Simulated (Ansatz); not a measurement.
Single-point calculation of Ti₂Co

System: Ti₂Co (Fd-3m, 6 atoms in the cell).
Method: DFT PBEsol, scalar-relativistic, plane waves, PAW, spin-polarised (Ansatz 0.2.0).

The structure derives from an entry of the Crystallography Open Database. Figures and captions count atoms from 1; the log counts them from 0 in places.

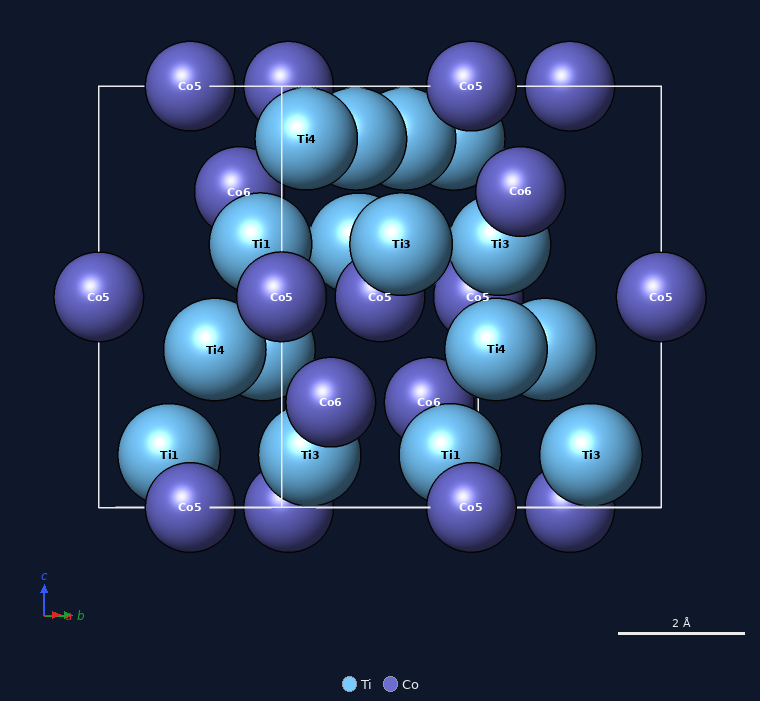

The structure as given in the input (spheres-only view of the cell 4 times as large as that of the calculation, set on its symmetry axes, seen at an oblique angle; atoms are numbered from 1 in the order of the input). An atom can appear more than once, as a periodic image.

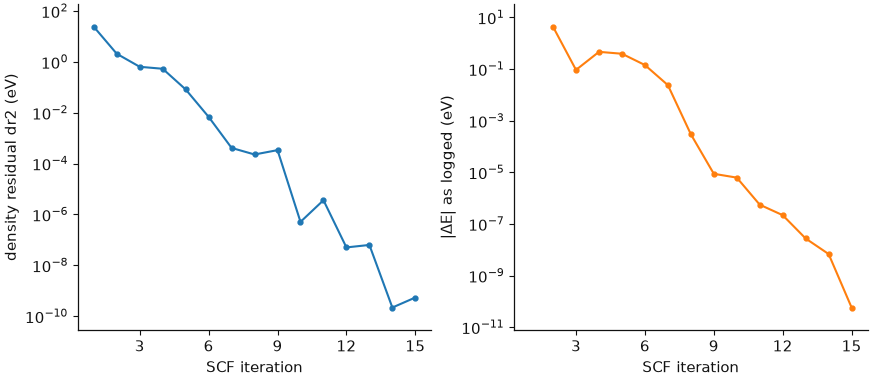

Convergence of the self-consistent field: density residual dr2 and size of the energy change against the SCF iteration. The residual falls unevenly and jumps up by a factor of two or more 2 times on the way down.

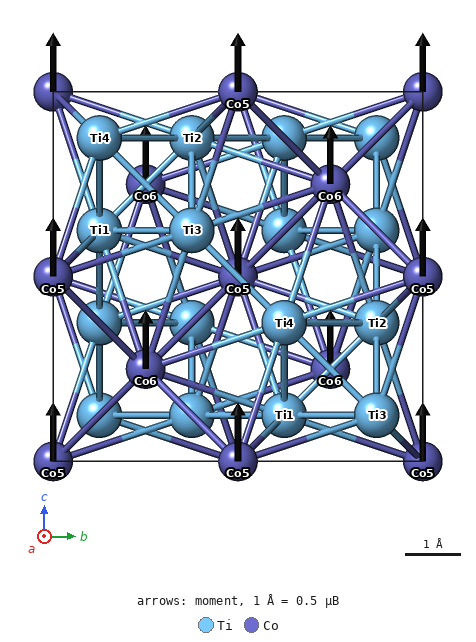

Magnetic moments of the sites as black arrows (ball-and-stick view of the cell 4 times as large as that of the calculation, set on its symmetry axes, along the a axis; atoms are numbered from 1 in the order of the input); small moments hardly show. The run is collinear, so the axis drawn is arbitrary. Site moments: Co5, Co6 (0.54 μB). They are counted near the atoms and needn't add up to the moment of the cell.

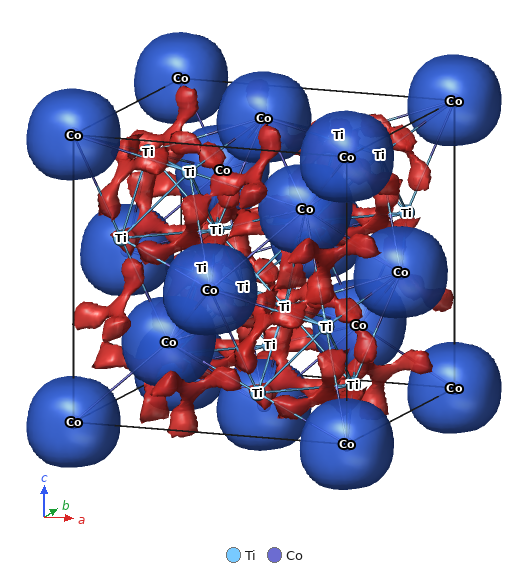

Isosurfaces of the spin density (up minus down) at +0.005 (blue) and −0.005 e/Å³ (red), seen slightly off an axis. Sticks mark near contacts. The outline is the cell set on symmetry axes. The cell of the calculation (6 atoms) carries 1.1 μB net. In a PAW calculation such maps are meaningful between the atoms, not at the nuclei.

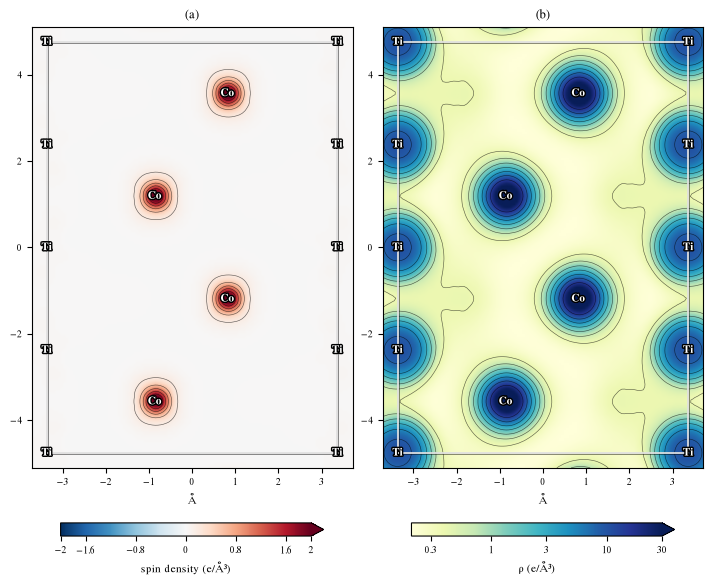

(a) spin density (up minus down); (b) valence charge density (pseudo) on the (101) plane of the conventional cell. Atoms in the plane: Ti and Co. Ti–Ti (2.38 Å): the density is about 0.39 e/Å³ at the midpoint. Ti–Co (2.79 Å): ρ is about 0.25 e/Å³ halfway. Co–Co (2.91 Å): ρ is about 0.21 e/Å³ halfway. Away from the nuclei the density in this plane falls to 0.2 e/Å³ at its lowest. The cell of the calculation (6 atoms) carries 1.1 μB net.

The input and output of the run follow.

### Input file
```yaml
crystal:
  lattice:
    - [0.0, 3.365, 3.365]
    - [3.365, 0.0, 3.365]
    - [3.365, 3.365, 0.0]
  atoms:
    - { symbol: Ti, position: [0.125, 0.125, 0.125] }
    - { symbol: Ti, position: [0.625, 0.125, 0.125] }
    - { symbol: Ti, position: [0.125, 0.125, 0.625] }
    - { symbol: Ti, position: [0.125, 0.625, 0.125] }
    - { symbol: Co, position: [0.5, 0.5, 0.5], spin: 0.65 }
    - { symbol: Co, position: [0.75, 0.75, 0.75], spin: 0.65 }
basis:
  ecutwfc: 420
kpoints:
  mp_grid: { grid: [10, 10, 10] }
hamiltonian:
  xc: pbesol
scf:
  occupations: { method: gaussian, width: 0.1 }
output:
  forces: true
  stress: true
  eigenvalues: true
  populations: true
  write_density: true
  write_potential: true
  elf: true
  volumetric_format: npy
magnetization:
  spin_polarized: true
```

Run as:
```bash
ansatz run input.yaml --threads 1 --pin off --max-ram 2560MiB --backend cpu --events-out ev --progress --plain --runs-dir out
```

### Log
```
Engine: ansatz 0.2.0, x86_64-unknown-linux-gnu
Pseudopotentials: kind: paw
Pseudopotential: Ti, paw, valence charge 12, recommended cutoff 420 eV (normal), Ti.paw.azcp
Pseudopotential: Co, paw, valence charge 17, recommended cutoff 420 eV (normal), Co.paw.azcp
Functional definition: PBEsol
  exchange = pbesol_x
  correlation = pbesol_c
Crystal: 6 atoms, lattice volume = 76.205 Å³
Basis set: ecut = 420 eV, 1459 PW (Γ), exchange–correlation on 64×64×64 points (8 copies of the dense FFT grid, shifted against one another)
Bands: 50, of which v1, the nominal top of the filled ones, is band 41 counted from 1 (40 counted from 0)
Symmetry: 48 space group operations
Space group: Fd-3m (ITA 227), of the structure as read, at distance tolerance 4.2e-5 Å
Magnetic group: BNS 227.128 (UNI 1630), of the structure as read, at distance tolerance 4.2e-5 Å
k-points: 47 of 1000
Non-local potential: Ti, projectors of the file, l = 0: 3, l = 1: 2, l = 2: 3, l = 3: 1
Non-local potential: Co, projectors of the file, l = 0: 3, l = 1: 2, l = 2: 3, l = 3: 1
PAW form: soft (Blöchl's): semilocal exchange-correlation on the pseudo side does not see the compensation charge
PAW frozen core: Ti, regenerated for the run's functional, and the local potential with it (the file was generated under x = pbe(κ = 0.804, μ = 0.2195149727645171), c = pbe(β = 0.06672455060314922))
PAW frozen core: Co, regenerated for the run's functional, and the local potential with it (the file was generated under x = pbe(κ = 0.804, μ = 0.2195149727645171), c = pbe(β = 0.06672455060314922))
PAW one-centre angular grid: Ti, 590 points (default); XC on 64 Gauss nodes
PAW one-centre angular grid: Co, 590 points (default); XC on 64 Gauss nodes
Initial density: superposition of atomic densities (chi_scale 0.1, normalization cell)
Starting moments: Σ|m| = 1.3 μB on 2 of 6 sites
Initial wavefunctions: pseudopotential atomic-orbital guess
Functional: x = pbesol(κ = 0.804, μ = 0.12345679012345678), c = pbesol(β = 0.046)
SCF iter   1: F=—  HF=-20082.033189 eV  |F-HF|=—  |Δ(HF+E_count)|=         —  Δρ=1.53e-1 (↑3.39e-2 ↓1.53e-1)  dr2=2.39e1  dr2_m=3.04e0  M=2.744 μB ∫|m|=3.160 μB  β_m=0.30  ethr=3.10e-3  ⟨swp⟩=4.7  Hψ=15370  notcnv=0  defer=1
Mixer restart at iter 1: flushing history
preconditioner: auto → Kerker (q_TF=auto, 2.762 Å⁻¹)  [metal: Δε(μ)=0.004 eV  Ē_g=3.618 eV  σ=0.100 eV  W_gap=0.02  n_scr=26 (ndim 8)  ℏωp=24.8 eV  f_vac=0.000  D(μ)=5.12/eV (n_scr^D=58)]
spin=Collinear: Kerker preconditioning applied to the charge; magnetization (m = ρ↑ − ρ↓) channel mixes plain (no charge-response kernel on spin).
SCF iter   2: F=—  HF=-20077.671332 eV  |F-HF|=—  |Δ(HF+E_count)|=    4.36e0  Δρ=5.36e-2 (↑5.36e-2 ↓4.89e-2)  dr2=2.08e0  dr2_m=1.51e0  M=2.487 μB ∫|m|=3.126 μB  β_m=0.35  ethr=3.10e-3  ⟨swp⟩=3.0  Hψ=10476  notcnv=0  defer=203
SCF iter   3: F=—  HF=-20077.578109 eV  |F-HF|=—  |Δ(HF+E_count)|=   9.32e-2  Δρ=2.35e-2 (↑2.35e-2 ↓1.63e-2)  dr2=6.39e-1  dr2_m=1.48e-1  M=2.143 μB ∫|m|=2.827 μB  β_m=0.45  ethr=2.54e-3  ⟨swp⟩=2.6  Hψ=7245  notcnv=0  defer=201
SCF iter   4: F=—  HF=-20078.045126 eV  |F-HF|=—  |Δ(HF+E_count)|=   4.67e-1  Δρ=3.13e-2 (↑7.78e-3 ↓3.13e-2)  dr2=5.35e-1  dr2_m=2.07e-1  M=1.590 μB ∫|m|=2.264 μB  β_m=0.36  ethr=7.79e-4  ⟨swp⟩=2.1  Hψ=6853  notcnv=0  defer=201
SCF iter   5: F=—  HF=-20078.439187 eV  |F-HF|=—  |Δ(HF+E_count)|=   3.94e-1  Δρ=8.07e-3 (↑8.07e-3 ↓4.80e-3)  dr2=8.24e-2  dr2_m=1.08e-2  M=1.536 μB ∫|m|=2.071 μB  β_m=0.57  ethr=6.52e-4  ⟨swp⟩=2.1  Hψ=6943  notcnv=0  defer=201
SCF iter   6: F=—  HF=-20078.582869 eV  |F-HF|=—  |Δ(HF+E_count)|=   1.44e-1  Δρ=3.65e-3 (↑2.89e-3 ↓3.65e-3)  dr2=6.87e-3  dr2_m=5.77e-3  M=1.251 μB ∫|m|=1.651 μB  β_m=0.79  ethr=1.01e-4  ⟨swp⟩=2.0  Hψ=7612  notcnv=0  defer=211
SCF iter   7: F=—  HF=-20078.606851 eV  |F-HF|=—  |Δ(HF+E_count)|=   2.40e-2  Δρ=1.28e-3 (↑1.28e-3 ↓6.80e-4)  dr2=4.13e-4  dr2_m=6.02e-4  M=1.157 μB ∫|m|=1.477 μB  β_m=0.89  ethr=8.38e-6  ⟨swp⟩=2.1  Hψ=8960  notcnv=0  defer=211
SCF iter   8: F=—  HF=-20078.607152 eV  |F-HF|=—  |Δ(HF+E_count)|=   3.00e-4  Δρ=8.12e-4 (↑8.12e-4 ↓2.62e-4)  dr2=2.28e-4  dr2_m=1.90e-4  M=1.139 μB ∫|m|=1.432 μB  β_m=0.95  ethr=5.03e-7  ⟨swp⟩=2.0  Hψ=6181  notcnv=0  defer=211
SCF iter   9: F=—  HF=-20078.607143 eV  |F-HF|=—  |Δ(HF+E_count)|=   8.81e-6  Δρ=3.44e-4 (↑3.10e-4 ↓3.44e-4)  dr2=3.38e-4  dr2_m=4.24e-6  M=1.139 μB ∫|m|=1.419 μB  β_m=0.89  ethr=2.78e-7  ⟨swp⟩=2.0  Hψ=6285  notcnv=0  defer=211
SCF iter  10: F=—  HF=-20078.607149 eV  |F-HF|=—  |Δ(HF+E_count)|=   6.27e-6  Δρ=6.06e-5 (↑6.06e-5 ↓4.99e-5)  dr2=5.11e-7  dr2_m=1.95e-6  M=1.138 μB ∫|m|=1.413 μB  β_m=0.95  ethr=2.78e-7  ⟨swp⟩=2.0  Hψ=6166  notcnv=0  defer=211
SCF iter  11: F=—  HF=-20078.607150 eV  |F-HF|=—  |Δ(HF+E_count)|=   5.60e-7  Δρ=6.45e-5 (↑1.79e-5 ↓6.45e-5)  dr2=3.63e-6  dr2_m=4.87e-7  M=1.139 μB ∫|m|=1.413 μB  β_m=0.95  ethr=6.23e-10  ⟨swp⟩=2.0  Hψ=8638  notcnv=0  defer=211
SCF iter  12: F=—  HF=-20078.607150 eV  |F-HF|=—  |Δ(HF+E_count)|=   2.20e-7  Δρ=1.80e-5 (↑1.80e-5 ↓9.40e-6)  dr2=5.06e-8  dr2_m=1.20e-7  M=1.139 μB ∫|m|=1.413 μB  β_m=0.97  ethr=6.23e-10  ⟨swp⟩=2.0  Hψ=8639  notcnv=0  defer=211
SCF iter  13: F=—  HF=-20078.607150 eV  |F-HF|=—  |Δ(HF+E_count)|=   2.75e-8  Δρ=6.99e-6 (↑2.23e-6 ↓6.99e-6)  dr2=6.33e-8  dr2_m=5.33e-9  M=1.139 μB ∫|m|=1.413 μB  β_m=0.97  ethr=6.17e-11  ⟨swp⟩=2.0  Hψ=7505  notcnv=0  defer=211
SCF iter  14: F=—  HF=-20078.607150 eV  |F-HF|=—  |Δ(HF+E_count)|=   6.87e-9  Δρ=6.31e-7 (↑6.31e-7 ↓2.75e-7)  dr2=2.19e-10  dr2_m=7.68e-11  M=1.140 μB ∫|m|=1.413 μB  β_m=0.99  ethr=6.17e-11  ⟨swp⟩=2.0  Hψ=6117  notcnv=0  defer=211
SCF iter  15: F=-20078.607150 eV  HF=-20078.607150 eV  |F-HF|=4.62e-10  |Δ(HF+E_count)|=  5.82e-11  Δρ=7.27e-7 (↑1.88e-7 ↓7.27e-7)  dr2=5.43e-10  dr2_m=1.06e-10  M=1.140 μB ∫|m|=1.413 μB  ethr=1.00e-12  ⟨swp⟩=10.1  Hψ=23710  notcnv=0
SCF 1 converged in 15 iterations: F = -20078.607150 eV  dr2 = 5.43e-10
  greatest PAW one-centre occupation: 1.000 electrons in one spin orbital (limit 2), on the Co atom at site 5 (counted from 0), in its partial waves of l = 0
SCF converged after 15 iterations
Magnetization: 1.1395 μB (41.5698 up, 40.4302 down)
Absolute magnetization: 1.4299 μB (∫|ρ↑−ρ↓|, with the PAW one-centre terms)
Spin contamination: 0.0645 ħ² per cell (⟨S²⟩ above its minimum at these occupations)
Per-site moments (μB) at R_I (Å): [(0.0330688537267912, 0.981508406460752), (0.03306885372679117, 0.981508406460752), (0.03306885372679127, 0.981508406460752), (0.033068853726791324, 0.981508406460752), (0.5386285929541899, 1.1509206245156731), (0.5386285929541896, 1.1509206245156731)]
Free energy (F): -20078.607150 eV
Harris-Foulkes:  -20078.607150 eV  (|F-HF|=4.62e-10)
Internal energy: -20078.562755 eV  (E = F + TS)
E sigma→0 (E₀):  -20078.584952 eV
Entropy (-TS):   -0.044395 eV (-7.399 meV/atom)
Fermi energy:    17.064326 eV
--- Per-component energies (eV) ---
  E_band       = -937.629999
  E_kinetic    = 2032.336269
  E_local      = -8945.189108  (includes V_loc(G=0)·N_el)
  E_nonlocal   = 952.905934
  E_hartree    = 3797.519252
  E_xc         = -711.517289
  E_vxc        = -907.424441  (∫ρ·V_xc dr)
  E_paw        = -7060.746157  (= ΣΔE_a)
  E_vpaw       = -1665.299035  (= ΣTr[D̂ρ^β])
  E_aug_tail   = 0.000560  (compensation charges beyond the density's cutoff)
  E_ewald      = -10144.806592
  E_core_change = 0.934376  (= ΣΔE_core)
  E_smearing   = -0.044395  (= −TS)
  E_closure    = 0.000000  (closes the sum)
  Σ components = -20078.607150   (vs F -20078.607150, Δ=0.00e0)
--- Forces (eV/Å), atoms counted from 1 ---
  atom   1  Ti     0.00000000    -0.00000000     0.00000000
  atom   2  Ti     0.00000000     0.00000000    -0.00000000
  atom   3  Ti     0.00000000    -0.00000000     0.00000000
  atom   4  Ti     0.00000000    -0.00000000     0.00000000
  atom   5  Co     0.00000000     0.00000000     0.00000000
  atom   6  Co    -0.00000000     0.00000000     0.00000000
  max |Σ_I F_I| component: 6.94e-18 eV/Å
--- Stress (GPa, compression-positive) ---
       15.991298       0.000000       0.000000
       -0.000000      15.991298       0.000000
       -0.000000      -0.000000      15.991298
  P = ⅓ Tr σ = 15.9913 GPa (159.913 kbar)
--- Band table (eV; the first three rows and the last of 94) ---
  k-point 0 ↑: bands = ["-77.4452", "-77.4412", "-40.8433", "-40.8433", "-40.8433", "-40.8275", "-40.8275", "-40.8275", "-38.9651", "-38.2360", "-38.2360", "-38.2360", "-17.1745", "-15.7138", "-15.7138", "-15.7138", "-15.2401", "-15.2401", "-14.1548", "-14.1548", "-14.1548", "-13.9217", "-13.9217", "-13.9217", "10.5113", "12.6897", "14.3688", "14.3688", "14.3688", "14.7285", "14.7285", "14.7285", "15.3428", "15.3428", "15.7691", "15.7691", "15.7691", "15.8645", "15.8645", "16.9640", "16.9640", "16.9640", "16.9922", "16.9922", "21.0819", "21.0819", "21.0819", "21.3568", "21.3568", "21.3568"]
  k-point 1 ↑: bands = ["-77.4451", "-77.4413", "-40.8434", "-40.8434", "-40.8432", "-40.8277", "-40.8273", "-40.8273", "-38.9524", "-38.2502", "-38.2361", "-38.2361", "-17.1289", "-15.7033", "-15.6924", "-15.6924", "-15.2304", "-15.2304", "-14.1821", "-14.1821", "-14.1547", "-13.9918", "-13.9307", "-13.9307", "10.6306", "12.7983", "14.4007", "14.4007", "14.4088", "14.5647", "14.7753", "14.7753", "15.3701", "15.3701", "15.7826", "15.7826", "15.8116", "15.8928", "15.8928", "16.9489", "16.9604", "16.9604", "17.0337", "17.0337", "20.7472", "20.8602", "20.8602", "21.0642", "21.1136", "21.1136"]
  k-point 2 ↑: bands = ["-77.4449", "-77.4415", "-40.8438", "-40.8438", "-40.8432", "-40.8283", "-40.8270", "-40.8270", "-38.9165", "-38.2902", "-38.2364", "-38.2364", "-17.0034", "-15.6664", "-15.6368", "-15.6368", "-15.1956", "-15.1956", "-14.2696", "-14.2696", "-14.1909", "-14.1545", "-13.9476", "-13.9476", "10.9783", "13.0855", "14.2194", "14.4785", "14.4785", "14.5195", "14.9084", "14.9084", "15.4102", "15.4102", "15.8315", "15.8529", "15.8529", "15.9686", "15.9686", "16.9048", "16.9102", "16.9102", "17.2256", "17.2256", "19.8215", "20.1651", "20.1651", "20.7154", "20.9445", "20.9445"]
  k-point 46 ↓: bands = ["-76.8175", "-76.8175", "-40.2358", "-40.2358", "-40.2240", "-40.2240", "-40.2127", "-40.2127", "-38.5766", "-38.5766", "-38.2049", "-38.2049", "-15.9530", "-15.9530", "-15.2658", "-15.2658", "-14.8941", "-14.8941", "-14.8478", "-14.8478", "-14.4150", "-14.4150", "-14.1071", "-14.1071", "13.5212", "13.5212", "14.5488", "14.5488", "15.3799", "15.3799", "15.5098", "15.5098", "15.9477", "15.9477", "16.0378", "16.0378", "16.4142", "16.4142", "16.8696", "16.8696", "16.9618", "16.9618", "17.9976", "17.9976", "18.4779", "18.4779", "18.9801", "18.9801", "19.7278", "19.7278"]
--- Löwdin populations: 6 sites ---
  site symbol       q [e]    m [muB]
     0     Ti     11.9699     0.0230
     1     Ti     11.9699     0.0230
     2     Ti     11.9699     0.0230
     3     Ti     11.9699     0.0230
     4     Co     16.6783     0.5420
     5     Co     16.6783     0.5420
  spilling = 0.009313 (of n_electrons = 82.000000)
```

### File populations.tsv
```
# site	symbol	l	j	q_up	q_dn
# orbitals = lowdin
# n_electrons = 82.000000
# spilling = 0.009313
0	Ti	0_3S	-	0.929384	0.928522
0	Ti	0_4S	-	0.422302	0.430721
0	Ti	1_3P	-	2.975105	2.975379
0	Ti	2_3D	-	1.669668	1.638849
1	Ti	0_3S	-	0.929384	0.928522
1	Ti	0_4S	-	0.422302	0.430721
1	Ti	1_3P	-	2.975105	2.975379
1	Ti	2_3D	-	1.669668	1.638849
2	Ti	0_3S	-	0.929384	0.928522
2	Ti	0_4S	-	0.422302	0.430721
2	Ti	1_3P	-	2.975105	2.975379
2	Ti	2_3D	-	1.669668	1.638849
3	Ti	0_3S	-	0.929384	0.928522
3	Ti	0_4S	-	0.422302	0.430721
3	Ti	1_3P	-	2.975105	2.975379
3	Ti	2_3D	-	1.669668	1.638849
4	Co	0_3S	-	0.992219	0.992353
4	Co	0_4S	-	0.415636	0.412566
4	Co	1_3P	-	2.998154	2.998244
4	Co	2_3D	-	4.204176	3.664975
5	Co	0_3S	-	0.992219	0.992353
5	Co	0_4S	-	0.415636	0.412566
5	Co	1_3P	-	2.998154	2.998244
5	Co	2_3D	-	4.204176	3.664975
```

### Summary

```csv
quantity,value
outcome,converged
space group (tolerance 0.01 Å),Fd-3m (227)
electrons treated,82
free energy,−20078.6071 eV
Fermi energy,17.064 eV
gap on the k-point mesh,none (metallic)
net moment of the cell,1.14 μB
integrated absolute moment,1.43 μB
pressure,15.99 GPa
largest force (length of the vector),under 0.001 eV/Å
hardware,"1 thread of Intel Xeon @ 2.70GHz, 189 GiB of memory available, shared host"
wall time,56 s
peak memory,0.61 GiB
```

The cell is under a pressure of 16.0 GPa at this level, so it is not at its equilibrium volume.
